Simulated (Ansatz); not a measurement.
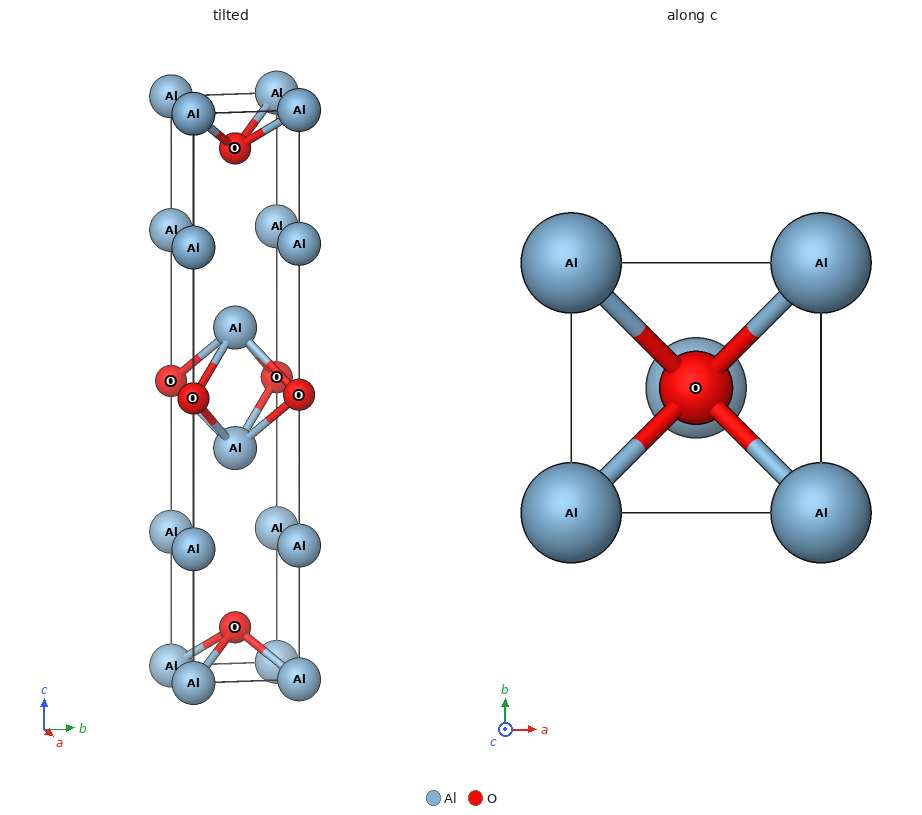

The image is a ball-and-stick drawing of a crystal, viewed slightly off an axis and along the c axis. The frame is the conventional unit cell; atoms at its boundary are shown with their periodic copies. Cell: a = 2.63 Å, b = 2.63 Å, c = 14.06 Å, α = 90.00°, β = 90.00°, γ = 90.00°.

Provenance: a structure type filled with these elements by a generator (whether the compound takes this form wasn't checked). Earlier steps of the study may have refined or changed the cell and positions. It went into a calculation with Ansatz.

Question: What can be read from this drawing?

Answer: Its composition is Al₅O₃. Space group: P4/mmm (No. 123). Lattice: primitive tetragonal. The cell comprises 1 formula unit: 5 Al, 3 O. With all contacts inside bonding distance counted, the coordination numbers are Al 0 to 8 (mean 3.2) and O 4 to 8 (mean 5.3). Not all metal-metal contacts are counted.

Electronic-structure method: Ansatz, DFT PBE, scalar-relativistic, plane waves, PAW. Parameters: plane waves up to 420 eV, the zone sampled with 14×14×4 points, Gaussian smearing of 0.1 eV, no spin polarisation.

Question: How large a gap does the method give, if there is one?

Answer: A metal: bands cross the Fermi level.

Question: List the Bader charges.

Answer: Al +0.40 to +2.47 e; O -1.64 to -1.56 e.

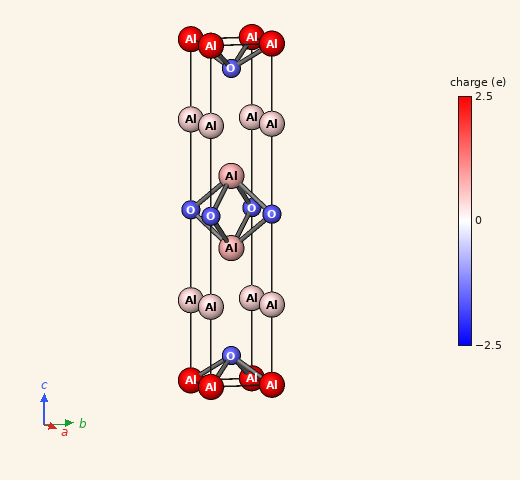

The atoms coloured by those charges. The run's cell of 8 atoms is drawn.

Question: Is this the optimised geometry for these settings?

Answer: Yes. All forces vanish to within 0.01 eV/Å. The pressure is 0.0 GPa, close to zero.
